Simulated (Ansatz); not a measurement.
System: zincblende AlP, space group F-43m, 2 atoms in the primitive cell, in a cell relaxed beforehand; cubic a = 5.478 Å. Here all lengths are changed by ±0.5 %, and the atoms are carried along without relaxing. Level of theory: r2SCAN, Ansatz PAW set, no spin polarisation, no spin-orbit coupling, 8×8×8 k mesh, 500 eV cutoff; code Ansatz 0.2.0.

Unstrained, the conduction levels that are followed lie 1.93 eV (X), 3.28 eV (L) and 3.91 eV (Γ) above the valence top at Γ.

### How will the band edges respond?

For each 1 % of strain: +54 meV at X, −121 meV at L and −275 meV at Γ. Over dlnV = 3 % that gives deformation potentials of +1.8 eV at X, −4.0 eV at L and −9.2 eV at Γ, against the valence top.

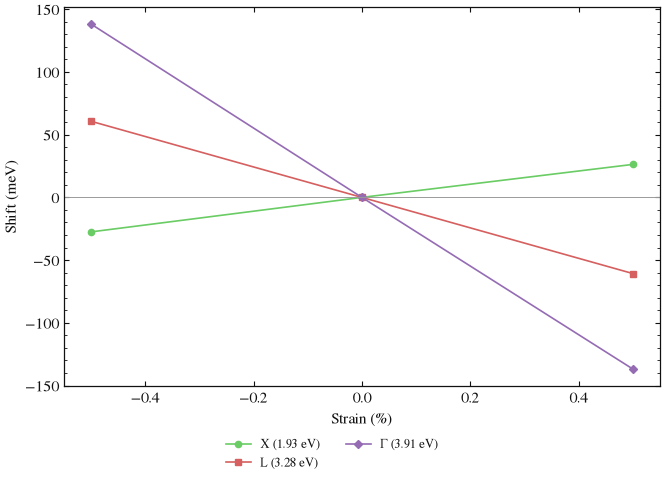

Shifts of the lowest conduction level at the points named, against the centre of the valence top at Γ (unstrained energies in the legend).

The PAW data sets were made with another functional. LDA, GGA and most meta-GGA functionals understate gaps.
